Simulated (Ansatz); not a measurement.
# Cs2PbI2Cl2 (I4/mmm): band gap by G0W0 on HSE06, part 2 of 2

How far does one-shot GW move the HSE06 gap of Cs2PbI2Cl2 (I4/mmm)?

Ansatz 0.2.0; HSE06, then G0W0 on it, plane waves, PAW. Known limits of the many-body steps: finite bands, screening cutoff and k mesh; no spin-orbit coupling in G0W0.

So far. Step 2 (HSE06 levels on the mesh and at listed points): Over mesh and listed points the gap is 3.255 eV, direct, at k = (0.000, 0.000, 0.500).

In doubt: masses and optical values from hybrid runs of this build are listed as unsure (step 3), which bears on the screening that GW takes from such a start.

**3. One-shot GW**

G0W0 replaces the xc potential by a self-energy built once from the orbitals of the start. Levels are corrected in the window of bands that the input names, at points of the mesh.

This step: G0W0 on HSE06, plane waves, PAW; PAW set soft_1.

input.yaml

```yaml
crystal:
  lattice:
    - [-2.8838975, 2.8838975, 9.7428095]
    - [2.8838975, -2.8838975, 9.7428095]
    - [2.8838975, 2.8838975, -9.7428095]
  atoms:
    - { symbol: Cs, position: [0.368645, 0.368645, 0.0] }
    - { symbol: Cs, position: [0.631355, 0.631355, 0.0] }
    - { symbol: Pb, position: [0.0, 0.0, 0.0] }
    - { symbol: I, position: [0.166328, 0.166328, 0.0] }
    - { symbol: I, position: [0.833672, 0.833672, 0.0] }
    - { symbol: Cl, position: [0.5, 0.0, 0.5] }
    - { symbol: Cl, position: [0.0, 0.5, 0.5] }
kpoints:
  mp_grid: { grid: [4, 4, 4] }
hamiltonian:
  xc: hse06
  pseudopotentials: { kind: paw, azcp: { folder: soft_1 } }
scf:
  occupations: { method: fixed }
gw:
  n_empty_bands: 1090
  ecut_chi: 130.0
  qp_bands: [v2, c2]
  qp_kpoints: band_edges
  screening: { model: contour_deformation }
```

Run with:

```sh
> ansatz run input.yaml --threads 2 --pin off --max-ram 92160MiB --backend cuda --events-out ev --progress --plain --runs-dir out --devices 1 --max-vram 13GiB
```

Numbers of over 12 decimals in the logs are rounded to 6 here.

What it wrote:

```text
GPUs: using 1 of 1 available (devices: 1).
[...]
GPU FFT provider: cuFFT
GPU libraries: cuBLAS 13.8.2, cuFFT 12.4.0, cuSOLVER 12.3.4
Crystal: 7 atoms, lattice volume = 324.119 Å³
Basis set: ecut = 420 eV, 6401 PW (Γ)
Bands: 48, of which v1, the nominal top of the filled ones, is band 40 counted from 1 (39 counted from 0)
Symmetry: 16 space group operations
[...]
k-points: 13 of 64
[...]
GPU buffer pool allocated for 373248 grid points (all kernels)
[...]
SCF iter   1: F=—  HF=-40448.996655 eV  |F-HF|=—  |Δ(HF+E_count)|=         —  Δρ=2.56e-2  dr2=8.37e0  ethr=1.00e-1  ⟨swp⟩=8.4  Hψ=2000  notcnv=0
[...]
SCF iter   6: F=-40445.811654 eV  HF=-40445.811638 eV  |F-HF|=1.64e-5  |Δ(HF+E_count)|=   1.60e-3  Δρ=1.94e-4  dr2=1.02e-4  ethr=2.32e-6  ⟨swp⟩=5.2  Hψ=1925  notcnv=0  defer=2
SCF 1 stopped early in 6 iterations: F = -40445.811654 eV  dr2 = 1.02e-4
[...]
GPU FFT provider: cuFFT
GPU libraries: cuBLAS 13.8.2, cuFFT 12.4.0, cuSOLVER 12.3.4
[...]
GPU buffer pool allocated for 373248 grid points (all kernels)
[...]
Frozen-core exchange: fock
SCF iter   1: F=—  HF=-40470.191315 eV  |F-HF|=—  |Δ(HF+E_count)|=         —  Δρ=2.85e-3  dr2=2.94e-2  ethr=1.27e-6  ⟨swp⟩=10.2  Hψ=3504  notcnv=0
[...]
SCF iter   5: F=-40470.191694 eV  HF=-40470.191696 eV  |F-HF|=1.86e-6  |Δ(HF+E_count)|=   9.01e-5  Δρ=3.05e-5  dr2=3.64e-6  ethr=6.91e-9  ⟨swp⟩=6.4  Hψ=2525  notcnv=0  defer=2
SCF 2 stopped early in 5 iterations: F = -40470.191694 eV  dr2 = 3.64e-6
hybrid outer 1: dexx = +1.164e-2 eV, tail = 3.39e-5 eV
GPU FFT provider: cuFFT
GPU libraries: cuBLAS 13.8.2, cuFFT 12.4.0, cuSOLVER 12.3.4
GPU buffer pool allocated for 373248 grid points (all kernels)
[...]
Frozen-core exchange: fock
SCF iter   1: F=—  HF=-40470.191666 eV  |F-HF|=—  |Δ(HF+E_count)|=         —  Δρ=2.00e-5  dr2=1.48e-6  ethr=2.12e-7  ⟨swp⟩=3.7  Hψ=1462  notcnv=0
[...]
SCF iter   3: F=-40470.191666 eV  HF=-40470.191666 eV  |F-HF|=4.41e-9  |Δ(HF+E_count)|=   2.97e-8  Δρ=3.05e-6  dr2=5.47e-8  ethr=8.62e-11  ⟨swp⟩=3.8  Hψ=1643  notcnv=0
SCF 3 converged in 3 iterations: F = -40470.191666 eV  dr2 = 5.47e-8
[...]
NSCF: frozen V_eff on 13 k-points
Exchange-term sweep: 0 of 13 (spin, k) points
Exchange-term sweep: 1 of 13 (spin, k) points
Exchange-term sweep: 2 of 13 (spin, k) points
Exchange-term sweep: 3 of 13 (spin, k) points
Exchange-term sweep: 4 of 13 (spin, k) points
Exchange-term sweep: 5 of 13 (spin, k) points
Exchange-term sweep: 6 of 13 (spin, k) points
Exchange-term sweep: 7 of 13 (spin, k) points
Exchange-term sweep: 8 of 13 (spin, k) points
Exchange-term sweep: 9 of 13 (spin, k) points
Exchange-term sweep: 10 of 13 (spin, k) points
Exchange-term sweep: 11 of 13 (spin, k) points
Exchange-term sweep: 12 of 13 (spin, k) points
Exchange-term sweep: 13 of 13 (spin, k) points
G₀W₀ screening: q 1/13
[... further progress lines ...]
[...]
Free energy (F): -40470.191667 eV
Frozen-core exchange: fock
[...]
Internal energy: -40470.191667 eV  (E = F + TS)
E sigma→0 (E₀):  -40470.191667 eV
Fermi energy:    2.344139 eV
[...]
--- Band table (eV; the first three rows and the last of 13) ---
  k-point 0: bands = [... 36 lower, 1.4378, 1.5688, 1.6600, 1.6600, 7.1169, 7.4031, 8.0977]
  k-point 1: bands = [... 36 lower, 1.3765, 1.4065, 1.5837, 1.8431, 7.0153, 7.3091, 7.3437]
  k-point 2: bands = [... 36 lower, 1.3175, 1.4884, 1.6281, 2.3441, 5.5992, 5.7034, 6.5999]
  k-point 12: bands = [... 36 lower, 1.4725, 1.6208, 1.6208, 1.8639, 6.9139, 7.7276, 7.8731]
  guard bands above this table: 5 of the run's 48 bands. The solve was not asked for them (output.publish_guard_bands: true or output.eigenvalues: true publishes all)
--- G₀W₀: contour deformation, 6 samples at zero and on the imaginary axis and 2 off it, 64 q-points, 1090 empty bands' worth ---
  eigenvalues of the whole cell's RPA ε∞ on this k-mesh (on a slab, of 1 + 4πα/V) = 2.8383, 2.8383, 2.9434; static W/v taken at q = 0 is 0.351159
  bands read: the sum over 1130 bands ends inside a degenerate multiplet in 2 slots, whose members it reads at an even weight; the widest, k=8: bands 1130 to 1131 (counted from 1) at 1/2 each
  gw.qp_kpoints: band_edges: 10 of 13 stored k-points solved, in 1 pass; an edge of the gap read off the rows below is read off those points alone
    valence top: of the k-points left out ik 1 came nearest to being solved in a further pass, in band 40 (counted from 1, as in the quasiparticle table): it holds the edge there only if its correction is more favourable than any solved in that band by at least 0.501 eV; those differ by 0.218 eV
    conduction bottom: of the k-points left out ik 8 came nearest to being solved in a further pass, in band 41 (counted from 1, as in the quasiparticle table): it holds the edge there only if its correction is more favourable than any solved in that band by at least 1.135 eV; those differ by 0.225 eV
    ik  band        ε_KS         Σx   Σc(E_QP)       V_xc       Z   E_QP_lin       E_QP  E_QP is
     0    39      1.6600   -17.0144     1.5145   -14.5181  0.7976     0.6622     0.6782  root
     0    40      1.6600   -17.0144     1.5145   -14.5181  0.7976     0.6622     0.6782  root
     0    41      7.1169    -3.7394    -2.9594    -6.9357  0.8563     7.3543     7.3537  root
     0    42      7.4031    -8.3896    -3.2194   -12.1039  0.8216     7.9010     7.8981  root
     2    39      1.6281   -17.0813     1.5403   -14.5577  0.7978     0.6289     0.6448  root
     2    40      2.3441   -18.3166     0.8305   -16.7221  0.8105     1.5737     1.5801  root
     2    41      5.5992    -7.3593    -3.1323   -10.9090  0.8333     6.0182     6.0165  root
     2    42      5.7034    -7.7143    -3.1680   -11.3133  0.8310     6.1363     6.1344  root
     4    39      1.5303   -16.9045     1.5578   -14.3594  0.7967     0.5266     0.5430  root
     4    40      2.0636   -17.5014     0.9591   -15.7119  0.8084     1.2246     1.2332  root
     4    41      5.8911    -7.8771    -3.1800   -11.4988  0.8294     6.3348     6.3328  root
     4    42      6.7457    -7.9520    -3.0808   -11.4817  0.8291     7.1968     7.1947  root
     5    39      1.4486   -16.6566     1.5654   -14.0949  0.7955     0.4350     0.4523  root
     5    40      1.9781   -17.3640     1.0394   -15.4719  0.8069     1.1159     1.1254  root
     5    41      6.1433    -8.2049    -3.2225   -11.8878  0.8265     6.6060     6.6037  root
     5    42      6.9105    -8.0564    -3.1146   -11.6324  0.8275     7.3742     7.3719  root
     6    39      1.6063   -16.9629     1.5286   -14.4474  0.7976     0.6033     0.6195  root
     6    40      1.8711   -16.9333     1.0680   -14.9874  0.8061     0.9827     0.9933  root
     6    41      6.8466    -7.7649    -3.0898   -11.2974  0.8297     7.2913     7.2893  root
     6    42      7.2656    -8.2654    -3.3765   -12.1125  0.8163     7.7391     7.7361  root
     7    39      1.5704   -16.9279     1.5352   -14.4046  0.7976     0.5660     0.5824  root
     7    40      2.3426   -18.3102     0.8297   -16.7164  0.8105     1.5721     1.5785  root
     7    41      5.6505    -7.5322    -3.1490   -11.1050  0.8322     6.0761     6.0743  root
     7    42      5.6505    -7.5322    -3.1490   -11.1050  0.8322     6.0761     6.0743  root
     9    39      1.5345   -16.7402     1.5330   -14.2114  0.7968     0.5218     0.5388  root
     9    40      1.8692   -16.9566     1.1036   -14.9714  0.8053     0.9768     0.9876  root
     9    41      6.8977    -7.5696    -3.0874   -11.0818  0.8308     7.3244     7.3225  root
     9    42      7.5034    -8.1946    -3.3865   -12.0418  0.8167     7.9669     7.9640  root
    10    39      1.4487   -16.6579     1.5654   -14.0962  0.7955     0.4352     0.4525  root
    10    40      1.9709   -17.3410     1.0312   -15.4587  0.8070     1.1104     1.1199  root
    10    41      6.1475    -8.2421    -3.2246   -11.9284  0.8262     6.6115     6.6092  root
    10    42      6.9285    -8.1158    -3.1204   -11.6976  0.8269     7.3923     7.3900  root
    11    39      1.6260   -17.0165     1.5308   -14.4995  0.7977     0.6235     0.6397  root
    11    40      1.9030   -16.9233     1.0435   -15.0077  0.8065     1.0206     1.0309  root
    11    41      6.7468    -7.5534    -3.0660   -11.0433  0.8315     7.1725     7.1707  root
    11    42      7.1993    -8.0334    -3.3370   -11.8330  0.8184     7.6647     7.6620  root
    12    39      1.6208   -16.9041     1.5127   -14.3995  0.7977     0.6125     0.6290  root
    12    40      1.8639   -16.9441     1.1151   -14.9487  0.8049     0.9729     0.9837  root
    12    41      6.9139    -7.1313    -3.0504   -10.5636  0.8341     7.2974     7.2958  root
    12    42      7.7276    -2.9583    -2.8391    -6.0988  0.8560     8.0299     8.0290  root
```

Run time: 9.1 min. Hardware: 1 × NVIDIA H100 80GB HBM3 (shared by 6 runs) with 2 threads of AMD EPYC 7R13 (Zen 3), shared host; peak memory 6.9 GiB; 13 min of CPU time.

Numbers from this step:

```yaml
bands_summed: 1130
rpa_eps_infinity_on_this_mesh_eigenvalues: 2.838, 2.838, 2.943
plane_waves_in_the_screening_matrix: 1087
q_points_in_the_mesh: 64
g0w0_gap_over_the_corrected_points: 4.436 eV
k_of_the_valence_top: 0, 0, -0.5
k_of_the_conduction_bottom: 0, 0, -0.5
starting_gap_on_the_mesh: 3.255 eV
z_at_the_valence_top: 0.8105
z_at_the_conduction_bottom: 0.8333
least_direct_g0w0_gap_over_the_corrected_points: 4.436 eV
```

Over 10 of 13 irreducible mesh points the G0W0 gap is 4.436 eV, direct, at k = (0.000, 0.000, -0.500). The HSE06 gap of this run on the mesh is 3.255 eV. The two states that bound the G0W0 gap lie that far apart at the start, so the correction of the gap is 4.436 − 3.255 = +1.181 eV.

Labels follow the order of the start: v1 is the top filled band, c1 the lowest empty one; levels that stay degenerate share a row, the window can cut a multiplet, doubted levels are not marked in this list, bands outside the window were not corrected, and the list may be a part of the corrected levels. Levels before and after the correction, in eV, zero at the valence-band top of each column:

```csv
,conduction bottom,valence top
HSE06,3.26,0.00
G0W0,4.44,0.00
```

```csv
,level,occupation,energy (eV)
HSE06,(0 0 -0.5) v2,2,-0.716
HSE06,(0 0 -0.5) v1,2,0.000
HSE06,(0 0 -0.5) c1,0,3.255
HSE06,(0 0 -0.5) c2,0,3.359
G0W0,(0 0 -0.5) v2,2,-0.935
G0W0,(0 0 -0.5) v1,2,0.000
G0W0,(0 0 -0.5) c1,0,4.436
G0W0,(0 0 -0.5) c2,0,4.554
```

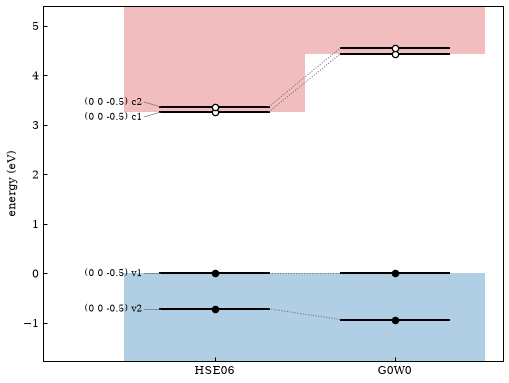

Levels before and after the correction. Shaded: valence and conduction bands. Filled marks are occupied levels, open marks empty ones.

The parts of the quasiparticle energy for the two states that bound the G0W0 gap, in eV on the run's own scale (QP = start + Σx + Σc − Vxc, with Σc at the quasiparticle energy):

```csv
edge,k,band,start,Σx,Σc,Vxc,Z,QP
valence top,"(0.000, 0.000, -0.500)",40,2.344,−18.317,0.831,−16.722,0.810,1.580
conduction bottom,"(0.000, 0.000, -0.500)",41,5.599,−7.359,−3.132,−10.909,0.833,6.016
```

For a hybrid start, Vxc holds its share of exact exchange.

**4. Side by side**

Each gap is the least one over the points named; times are wall times on shared hosts, not benchmarks. A G0W0 time includes the run's own self-consistent start. Runs with listed points see these and the mesh alone, so an edge that moves elsewhere is missed. Symmetry makes (0.000, 0.000, 0.500) and (0.000, 0.000, -0.500) one point.

```csv
level,mesh,"files, cutoff","bands summed, screening",points,gap (eV),valence top,conduction bottom,least direct gap (eV),time
HSE06,4×4×4,"soft_1 PAW, 420 eV",-,mesh and listed points,3.255,"(0.000, 0.000, 0.500)","(0.000, 0.000, 0.500)",3.255,1.7 min
G0W0@HSE06,4×4×4,"soft_1 PAW, 420 eV","1130, 130 eV",10 of 13 irreducible mesh points,4.436,"(0.000, 0.000, -0.500)","(0.000, 0.000, -0.500)",4.436,9.1 min
```

**5. Outcome**

| Property | Result |
| --- | --- |
| HSE06 gap over mesh and listed points | 3.255 eV, direct, at k = (0.000, 0.000, 0.500) |
| G0W0@HSE06 gap over 10 of 13 irreducible mesh points | 4.436 eV, direct, at k = (0.000, 0.000, -0.500) |
| GW settings | 4×4×4 mesh, 1090 empty bands, screening to 130 eV, PAW set soft_1 files |
| known limits | finite bands, screening cutoff and k mesh; no spin-orbit coupling in G0W0 |

In words: Over 10 of 13 irreducible mesh points the G0W0 gap is 4.436 eV, direct, at k = (0.000, 0.000, -0.500). The HSE06 gap of this run on the mesh is 3.255 eV. The two states that bound the G0W0 gap lie that far apart at the start, so the correction of the gap is 4.436 − 3.255 = +1.181 eV. The valence state moves by 1.580 − 2.344 = −0.764 eV and the conduction state by 6.016 − 5.599 = +0.417 eV, on the run's own scale; how far single levels stand from their limit in bands is not shown. Both edges that HSE06 shows over mesh and listed points lie at k points where levels were corrected. Levels at other points were not corrected, so a lower G0W0 gap elsewhere in the zone is not ruled out. No second run with other bands and screening cutoff is shown, so the distance to the basis limit is not known. On another start, G0W0@PBE runs of this series (4×4×4 mesh, soft_1 PAW; not shown as steps) give 3.806 eV with 219 bands and 39 eV, 3.932 eV with 547 bands and 78 eV and 4.046 eV with 1130 bands and 130 eV. G0W0 on other starts in this series, not shown as steps and not all at these settings: 4.046 eV on PBE (4×4×4, soft_1 PAW, 1130 bands, 130 eV). Two runs of this series at another level, not shown as steps, test spin-orbit coupling. PBE+SOC against PBE: 1.656 − 2.518 = −0.862 eV, with the same mesh, set of files (read in its fully relativistic form for the spin-orbit run) and cutoff, and both edges at the same k points. The spin-orbit run sees mesh and listed points alone, so its gap is an upper bound: the coupling can move an edge off these points, and the change over the zone, its sign included where it is small, is not known. What spin-orbit coupling does to the G0W0 levels was not computed, so no sum with the G0W0 gap is formed. The G0W0 runs are scalar-relativistic. No pair of G0W0 runs that differ in the mesh alone is shown (4×4×4 is a supercell whose nearest images lie 23 Å apart), so the error from the mesh is not known here. G0W0 is shown with one set of atomic data (soft_1 PAW), so the error from the files is not known here.

[Paths, hosts, dates, memory and timing lines, banners, echoed tables and standing remarks are left out of the program output.]

[Logs are printed without paths, hosts, clocks, repeated set-up lines and the standing remarks that a program may print on its own settings, such as how far it seeks lower states.]

[Runs of the session that timed out or met a known fault of the program may be left out.]

[Cells called generated may have been cut or substituted from an entry of the Crystallography Open Database or the Materials Project.]

[Hosts, paths, dates, database ids (printed as entryN), source tags and the programs' standing remarks are cut or masked in the printed files.]

[Where an RPA ε∞ is given, it is that of the G0W0 mesh and is not shown converged in it. Names of k-points follow the symmetry that the program found, which can be lower than the space group named. Band edges on a path are those of the sampled points; other points can move an edge, and change direct to indirect where valleys lie close.]

[Hybrid gaps are those of their k-mesh and are not shown converged in it.]
